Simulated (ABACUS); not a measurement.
Run report: V, band-structure run

The run: band-structure run of V (Im-3m, 1 atom in the cell). Method and program: Kohn-Sham DFT of a periodic cell, LDA-PW92, GBRV ultrasoft 1.5 LDA, spin-polarised (ABACUS 3.10.1).

The structure derives from an entry of the Crystallography Open Database. It belongs to a series of runs on one base structure; here: bands on the converged density.

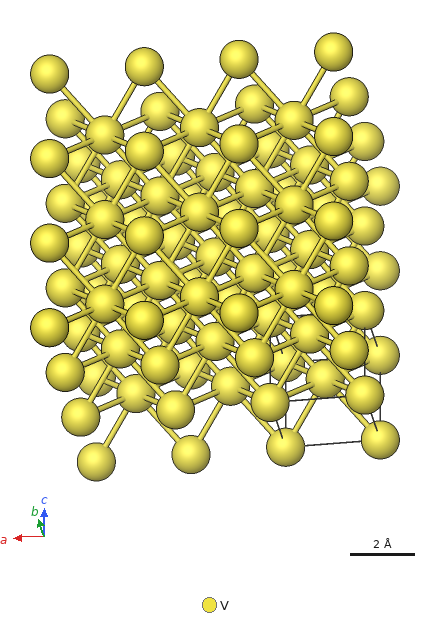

*The structure (ball-and-stick view of the cell 2 times as large as that of the calculation, set on its symmetry axes, repeated 3 × 3 × 3, seen at an oblique angle).*

Near neighbours in the crystal (not all of them lie inside the picture): V has 8 V at 2.62 Å.

### Summary

| quantity | value |
| --- | --- |
| outcome | converged |
| space group (tolerance 0.01 Å) | Im-3m (229) |
| electrons treated | 13 |
| Fermi energy of the self-consistent step | 15.659 eV |
| net moment of the cell | 0.00 μB |
| integrated absolute moment | 0.00 μB |
| hardware | 4 threads of Intel Xeon (Granite Rapids), 12 GiB of memory available, shared host |
| wall time | 1.6 s (CPU time 6.3 s) |
| peak memory | 0.36 GiB |

### Input
```
INPUT_PARAMETERS
suffix              V
calculation         nscf
basis_type          pw
pseudo_dir          ./
symmetry            -1
dft_functional      LDA_X+LDA_C_PW
ecutwfc             40.0
pseudo_rcut         10
nspin               2
nbands              18
ks_solver           dav
smearing_method     fd
smearing_sigma      0.00367493
scf_thr             1e-08
scf_nmax            100
mixing_type         broyden
mixing_beta         0.4
ecutrho             320.0
init_chg            file
pw_diag_thr         1e-07
out_band            1
kpar                4
```

### File STRU
```
ATOMIC_SPECIES
V 50.9415 v_lda_v1.4.uspp.F.UPF

LATTICE_CONSTANT
1.8897261246

LATTICE_VECTORS
-1.5143500000 1.5143500000 1.5143500000
1.5143500000 -1.5143500000 1.5143500000
1.5143500000 1.5143500000 -1.5143500000

ATOMIC_POSITIONS
Direct

V
0.0
1
0.0000000000 0.0000000000 0.0000000000 1 1 1 mag 2
```

### File KPT
```
K_POINTS
8
Line
0.00000000 0.00000000 0.00000000 10 // G
0.50000000 -0.50000000 0.50000000 10 // H
0.00000000 0.00000000 0.50000000 10 // N
0.00000000 0.00000000 0.00000000 10 // G
0.25000000 0.25000000 0.25000000 10 // P
0.50000000 -0.50000000 0.50000000 1 // H
0.25000000 0.25000000 0.25000000 10 // P
0.00000000 0.00000000 0.50000000 1 // N
```

Launched with:
```bash
OMP_NUM_THREADS=1 mpirun -np 4 abacus > log
```

### Output
```
ABACUS v3.10.1

               Atomic-orbital Based Ab-initio Computation at UStc

 ------------------------------------------------------------------------------------

 READING GENERAL INFORMATION
                           global_out_dir = OUT.V/
                           global_in_card = INPUT
                               pseudo_dir = ./
                              orbital_dir =
                                    DSIZE = 4
                                    GSIZE = 1

 READING UNITCELL INFORMATION
                                    ntype = 1
                  lattice constant (Bohr) = 1.88973
              lattice constant (Angstrom) = 1

 READING ATOM TYPE 1
                               atom label = V
                      L=0, number of zeta = 1
                      L=1, number of zeta = 1
                      L=2, number of zeta = 1
             number of atom for this type = 1
               magnetization of element 1 = 2

                        TOTAL ATOM NUMBER = 1
DIRECT COORDINATES
    atom                   x                   y                   z     mag                  vx                  vy                  vz
taud_V1            0.0000000000        0.0000000000        0.0000000000  2.0000        0.0000000000        0.0000000000        0.0000000000

                          Volume (Bohr^3) = 93.7423
                             Volume (A^3) = 13.8912

 Lattice vectors: (Cartesian coordinate: in unit of a_0)
             -1.51435            +1.51435            +1.51435
             +1.51435            -1.51435            +1.51435
             +1.51435            +1.51435            -1.51435
 Reciprocal vectors: (Cartesian coordinate: in unit of 2 pi/a_0)
                   +0           +0.330175           +0.330175
            +0.330175                  +0           +0.330175
            +0.330175           +0.330175                  +0
 The esolver type has been set to : ksdft_pw

                PAO radial cut off (Bohr) = 10

 Read in pseudopotential file is v_lda_v1.4.uspp.F.UPF
                     pseudopotential type = US
          exchange-correlation functional = PZ
                 nonlocal core correction = 1
                        valence electrons = 13
                                     lmax = 2
                           number of zeta = 4
                     number of projectors = 6
                           L of projector = 0
                           L of projector = 0
                           L of projector = 1
                           L of projector = 1
                           L of projector = 2
                           L of projector = 2
 XC functional updated to : LDA_X+LDA_C_PW
          exchange-correlation functional = LDA_X+LDA_C_PW
     initial pseudo atomic orbital number = 10
 The readin total magnetization is 2

 SETUP THE ELECTRONS NUMBER
             electron number of element V = 13
       total electron number of element V = 13
            AUTOSET number of electrons:  = 13
                           occupied bands = 7
                                   NBANDS = 18
                                   NLOCAL = 9

%%%%%%%%%%%%%%%%%%%%%%%%%%%%%%%%%%%%%%%%%%%%%%%%%%%%%%%%%%%%%%%%%%%%%%%%%%%%%%%%%%%%%%%%%%%%%%%%%%%%%%%%%%
 Warning: the number of valence electrons in pseudopotential > 5 for V: [Ar] 3d3 4s2
 Pseudopotentials with additional electrons can yield (more) accurate outcomes, but may be less efficient.
 If you're confident that your chosen pseudopotential is appropriate, you can safely ignore this warning.
%%%%%%%%%%%%%%%%%%%%%%%%%%%%%%%%%%%%%%%%%%%%%%%%%%%%%%%%%%%%%%%%%%%%%%%%%%%%%%%%%%%%%%%%%%%%%%%%%%%%%%%%%%

 SETUP THE PLANE WAVE BASIS
 energy cutoff for charge/potential (unit:Ry) = 160
            fft grid for charge/potential = [ 20, 20, 20 ]
                        fft grid division = [ 1, 1, 1 ]
        big fft grid for charge/potential = [ 30, 30, 30 ]
                                     nbxx = 27000
                                     nrxx = 8000

 SETUP PLANE WAVES FOR CHARGE/POTENTIAL
                    number of plane waves = 3151
                         number of sticks = 291

 PARALLEL PW FOR CHARGE/POTENTIAL
     PROC   COLUMNS(POT)             PW
        1            291           3151
 --------------- sum -------------------
        1            291           3151
                            number of |g| = 62
                                  max |g| = 14.39
                                  min |g| = 0

 energy cutoff for dense charge/potential (unit:Ry) = 320
      fft grid for dense charge/potential = [ 30, 30, 30 ]
                                     nrxx = 27000

 SETUP PLANE WAVES FOR dense CHARGE/POTENTIAL
                    number of plane waves = 8949
                         number of sticks = 587

 PARALLEL PW FOR dense CHARGE/POTENTIAL
     PROC   COLUMNS(POT)             PW
        1            587           8949
 --------------- sum -------------------
        1            587           8949
                            number of |g| = 123
                                  max |g| = 28.78
                                  min |g| = 0

----------- Double Check Mixing Parameters Begin ------------
mixing_type: broyden
mixing_beta: 0.4
mixing_gg0: 1
mixing_gg0_min: 0.1
mixing_beta_mag: 1.6
mixing_gg0_mag: 0
mixing_ndim: 8
----------- Double Check Mixing Parameters End ------------

 SETUP K-POINTS
                                    nspin = 2
                                   nkstot = 62
K-POINTS DIRECT COORDINATES
 KPOINTS    DIRECT_X    DIRECT_Y    DIRECT_Z  WEIGHT
       1  0.00000000  0.00000000  0.00000000  1.0000
       2  0.05000000 -0.05000000  0.05000000  1.0000
       3  0.10000000 -0.10000000  0.10000000  1.0000
       4  0.15000000 -0.15000000  0.15000000  1.0000
       5  0.20000000 -0.20000000  0.20000000  1.0000
       6  0.25000000 -0.25000000  0.25000000  1.0000
       7  0.30000000 -0.30000000  0.30000000  1.0000
       8  0.35000000 -0.35000000  0.35000000  1.0000
       9  0.40000000 -0.40000000  0.40000000  1.0000
      10  0.45000000 -0.45000000  0.45000000  1.0000
      11  0.50000000 -0.50000000  0.50000000  1.0000
      12  0.45000000 -0.45000000  0.50000000  1.0000
      13  0.40000000 -0.40000000  0.50000000  1.0000
      14  0.35000000 -0.35000000  0.50000000  1.0000
      15  0.30000000 -0.30000000  0.50000000  1.0000
      16  0.25000000 -0.25000000  0.50000000  1.0000
      17  0.20000000 -0.20000000  0.50000000  1.0000
      18  0.15000000 -0.15000000  0.50000000  1.0000
      19  0.10000000 -0.10000000  0.50000000  1.0000
      20  0.05000000 -0.05000000  0.50000000  1.0000
      21  0.00000000  0.00000000  0.50000000  1.0000
      22  0.00000000  0.00000000  0.45000000  1.0000
      23  0.00000000  0.00000000  0.40000000  1.0000
      24  0.00000000  0.00000000  0.35000000  1.0000
      25  0.00000000  0.00000000  0.30000000  1.0000
      26  0.00000000  0.00000000  0.25000000  1.0000
      27  0.00000000  0.00000000  0.20000000  1.0000
      28  0.00000000  0.00000000  0.15000000  1.0000
      29  0.00000000  0.00000000  0.10000000  1.0000
      30  0.00000000  0.00000000  0.05000000  1.0000
[... 32 further k points ...]

           k-point number in this process = 16
       minimum distributed K point number = 15
                             nks(nspin=2) = 32
                          nkstot(nspin=2) = 124

[... K-POINTS CARTESIAN COORDINATES: 32 rows ...]

[... K-POINTS DIRECT COORDINATES: 32 rows ...]

 SETUP PLANE WAVES FOR WAVE FUNCTIONS
     energy cutoff for wavefunc (unit:Ry) = 40
              fft grid for wave functions = [ 20, 20, 20 ]
                    number of plane waves = 627
                         number of sticks = 99

 PARALLEL PW FOR WAVE FUNCTIONS
     PROC   COLUMNS(POT)             PW
        1             99            627
 --------------- sum -------------------
        1             99            627

 SETUP NONLOCAL PSEUDOPOTENTIALS IN PLANE WAVE BASIS
 V non-local projectors:
 projector 1 L=0
 projector 2 L=0
 projector 3 L=1
 projector 4 L=1
 projector 5 L=2
 projector 6 L=2
      TOTAL NUMBER OF NONLOCAL PROJECTORS = 18

 Init Non-Local PseudoPotential table :
 Init Non-Local-Pseudopotential done.

                                     npwx = 418

 Make real space PAO into reciprocal space.
       max mesh points in Pseudopotential = 675
     dq(describe PAO in reciprocal space) = 0.01
                                    max q = 763

 number of pseudo atomic orbitals for V is 4
WARNING: norm of atomic wavefunction # 3 of atomic type V is 0.999751, renormalized
WARNING: norm of atomic wavefunction # 4 of atomic type V is 0.999996, renormalized

 -------------------------------------------
 NONSELF-CONSISTENT
 -------------------------------------------
                                 init_chg = file
 try to read charge from file
 Read in the charge density: OUT.V//V-CHARGE-DENSITY.restart

 PW ALGORITHM --------------- ION=   1  ELEC=   1--------------------------------
 k(1/124) Iter steps (avg)=11 threshold=1e-07
 k(2/124) Iter steps (avg)=10 threshold=1e-07
 k(3/124) Iter steps (avg)=10 threshold=1e-07
 k(4/124) Iter steps (avg)=12 threshold=1e-07
 k(5/124) Iter steps (avg)=11 threshold=1e-07
 k(6/124) Iter steps (avg)=10 threshold=1e-07
 k(7/124) Iter steps (avg)=10 threshold=1e-07
 k(8/124) Iter steps (avg)=10 threshold=1e-07
 k(9/124) Iter steps (avg)=12 threshold=1e-07
 k(10/124) Iter steps (avg)=13 threshold=1e-07
 k(11/124) Iter steps (avg)=13 threshold=1e-07
 k(12/124) Iter steps (avg)=13 threshold=1e-07
 k(13/124) Iter steps (avg)=12 threshold=1e-07
 k(14/124) Iter steps (avg)=12 threshold=1e-07
 k(15/124) Iter steps (avg)=12 threshold=1e-07
 k(16/124) Iter steps (avg)=12 threshold=1e-07
 k(17/124) Iter steps (avg)=10 threshold=1e-07
 k(18/124) Iter steps (avg)=10 threshold=1e-07
 k(19/124) Iter steps (avg)=10 threshold=1e-07
 k(20/124) Iter steps (avg)=12 threshold=1e-07
 k(21/124) Iter steps (avg)=12 threshold=1e-07
 k(22/124) Iter steps (avg)=10 threshold=1e-07
 k(23/124) Iter steps (avg)=10 threshold=1e-07
 k(24/124) Iter steps (avg)=11 threshold=1e-07
 k(25/124) Iter steps (avg)=11 threshold=1e-07
 k(26/124) Iter steps (avg)=13 threshold=1e-07
 k(27/124) Iter steps (avg)=14 threshold=1e-07
 k(28/124) Iter steps (avg)=15 threshold=1e-07
 k(29/124) Iter steps (avg)=12 threshold=1e-07
 k(30/124) Iter steps (avg)=11 threshold=1e-07
 k(31/124) Iter steps (avg)=12 threshold=1e-07
 k(32/124) Iter steps (avg)=13 threshold=1e-07
[... levels at 32 k points of this process ...]

          total magnetism (Bohr mag/cell) = 0.00204246
       absolute magnetism (Bohr mag/cell) = 0.00205057
                        nelec for spin up = 6.50102
                      nelec for spin down = 6.49898

 Density error is 0.00000000000
                          Error Threshold = 1.00000000000e-07
----------------------------------------------------------
     Energy           Rydberg                 eV
----------------------------------------------------------
 E_KohnSham     -145.1436219002      -1974.7802862009
 E_KS(sigma->0) -145.1426939730      -1974.7676611034
 E_Harris       -145.1436219002      -1974.7802862009
 E_band         -11.3200404649       -154.0170519132
 E_one_elec     -48.0223785166       -653.3779793392
 E_Hartree      29.7163985193        404.3123439016
 E_xc           -19.3771074980       -263.6390727310
 E_Ewald        -107.4586785505      -1462.0503278373
 E_entropy(-TS) -0.0018558544        -0.0252501951
 E_descf        0.0000000000         0.0000000000
 E_exx          0.0000000000         0.0000000000
 E_Fermi        1.1775877974         16.0219039397
----------------------------------------------------------

 charge density convergence is achieved
 final etot is -1974.7802862 eV
 EFERMI = 16.021903940 eV

 STATE ENERGY(eV) AND OCCUPATIONS    NSPIN == 2
SPIN UP :
 1/16 kpoint (Cartesian) = 0.0000 0.0000 0.0000 (381 pws)
       1       -47.4883      0.0161290
       2       -21.1529      0.0161290
       3       -21.1529      0.0161290
       4       -21.1529      0.0161290
       5        9.20875      0.0161290
       6        16.0246     0.00784350
       7        16.0246     0.00784350
       8        16.0246     0.00784350
       9        17.9451    3.18498e-19
      10        17.9451    3.18498e-19
      11        36.0702        0.00000
      12        36.0702        0.00000
      13        36.0702        0.00000
      14        42.6403        0.00000
      15        42.6403        0.00000
      16        46.1333        0.00000
      17        46.1333        0.00000
      18        46.1333        0.00000

 2/16 kpoint (Cartesian) = 0.0000 0.033017 0.0000 (385 pws)
       1       -47.4795      0.0161290
       2       -21.1825      0.0161290
       3       -21.1661      0.0161290
       4       -21.1661      0.0161290
       5        9.40540      0.0161290
       6        16.0129     0.00878640
       7        16.0129     0.00878639
       8        16.0944     0.00306671
       9        17.7935    6.60796e-18
      10        18.0018    1.02360e-19
      11        35.5575        0.00000
      12        36.2079        0.00000
      13        36.2079        0.00000
      14        41.4088        0.00000
      15        43.6499        0.00000
      16        44.5531        0.00000
      17        44.5531        0.00000
      18        46.1196        0.00000

 3/16 kpoint (Cartesian) = 0.0000 0.066035 0.0000 (397 pws)
       1       -47.4544      0.0161290
       2       -21.2635      0.0161290
       3       -21.2047      0.0161290
       4       -21.2047      0.0161290
       5        9.97275      0.0161290
       6        15.9980     0.00995605
       7        15.9980     0.00995604
       8        16.2988    6.32378e-05
       9        17.3610    3.76929e-14
      10        18.1582    4.48897e-21
      11        34.5853        0.00000
      12        36.3986        0.00000
      13        36.3986        0.00000
      14        39.1413        0.00000
      15        43.0735        0.00000
      16        43.0735        0.00000
      17        46.0861        0.00000
      18        46.0869        0.00000

 4/16 kpoint (Cartesian) = 0.0000 0.099052 0.0000 (398 pws)
       1       -47.4162      0.0161290
       2       -21.3759      0.0161290
       3       -21.2656      0.0161290
       4       -21.2656      0.0161290
       5        10.8396      0.0161290
       6        16.0302     0.00739792
       7        16.0302     0.00739792
       8        16.6236    9.58115e-08
       9        16.7104    1.68757e-08
      10        18.3808    5.23164e-23
      11        33.7109        0.00000
      12        35.9829        0.00000
      13        35.9829        0.00000
      14        36.9063        0.00000
      15        42.7017        0.00000
      16        42.7017        0.00000
      17        46.0592        0.00000
      18        49.3173        0.00000

 5/16 kpoint (Cartesian) = 0.0000 0.13207 0.0000 (398 pws)
       1       -47.3698      0.0161290
       2       -21.4947      0.0161290
       3       -21.3436      0.0161290
       4       -21.3436      0.0161290
       5        11.8690      0.0161290
       6        15.9303      0.0139038
       7        16.1676    0.000829708
       8        16.1676    0.000829707
       9        17.0446    2.11199e-11
      10        18.6553    2.15868e-25
      11        33.0744        0.00000
      12        34.6386        0.00000
      13        34.6386        0.00000
      14        35.0946        0.00000
      15        43.7081        0.00000
      16        43.7081        0.00000
      17        46.0713        0.00000
      18        50.7885        0.00000

 6/16 kpoint (Cartesian) = 0.0000 0.16509 0.0000 (402 pws)
       1       -47.3206      0.0161290
       2       -21.5975      0.0161290
       3       -21.4318      0.0161290
       4       -21.4318      0.0161290
       5        12.8217      0.0161290
       6        15.1149      0.0161290
       7        16.4567    2.69881e-06
       8        16.4567    2.69881e-06
       9        17.5275    1.34813e-15
      10        19.0763    4.75940e-29
      11        32.6622        0.00000
      12        32.8084        0.00000
      13        32.8084        0.00000
      14        33.8925        0.00000
      15        45.5815        0.00000
      16        45.5815        0.00000
      17        46.1622        0.00000
      18        48.7764        0.00000

[... levels at 26 further k points ...]

 --------------------------------------------
 !FINAL_ETOT_IS -1974.780286200938 eV
 --------------------------------------------

 Output bands in file: OUT.V/BANDS_1.dat

 Output bands in file: OUT.V/BANDS_2.dat
```

### Standard output
```
ABACUS v3.10.1

               Atomic-orbital Based Ab-initio Computation at UStc

 dft_functional readin is: LDA_X+LDA_C_PW
 dft_functional in pseudopot file is: PZ
 Please make sure this is what you need

%%%%%%%%%%%%%%%%%%%%%%%%%%%%%%%%%%%%%%%%%%%%%%%%%%%%%%%%%%%%%%%%%%%%%%%%%%%%%%%%%%%%%%%%%%%%%%%%%%%%%%%%%
 Warning: the number of valence electrons in pseudopotential > 5 for V: [Ar] 3d3 4s2
 Pseudopotentials with additional electrons can yield (more) accurate outcomes, but may be less efficient.
 If you're confident that your chosen pseudopotential is appropriate, you can safely ignore this warning.
%%%%%%%%%%%%%%%%%%%%%%%%%%%%%%%%%%%%%%%%%%%%%%%%%%%%%%%%%%%%%%%%%%%%%%%%%%%%%%%%%%%%%%%%%%%%%%%%%%%%%%%%%

 UNIFORM GRID DIM        : 20 * 20 * 20
 UNIFORM GRID DIM(BIG)   : 30 * 30 * 30
 UNIFORM GRID DIM(DENSE) : 30 * 30 * 30
func,idLDA_X 1
func,idLDA_C_PW 12
 ---------------------------------------------------------
 ---------------------------------------------------------
 SPIN    KPOINTS         PROCESSORS  THREADS
 2       124             4           4
 ---------------------------------------------------------
 Use plane wave basis
 ---------------------------------------------------------
 ELEMENT NATOM       XC
 V       1
 ---------------------------------------------------------
 Initial plane wave basis and FFT box
 ---------------------------------------------------------
 -------------------------------------------
 NONSELF-CONSISTENT :
 -------------------------------------------
 START CHARGE      : file
 ITER      TMAG       AMAG        ETOT/eV          EDIFF/eV         DRHO     TIME/s
 DA1      2.04e-03   2.05e-03  -1.97478029e+03   0.00000000e+00   0.0000e+00   0.82
```
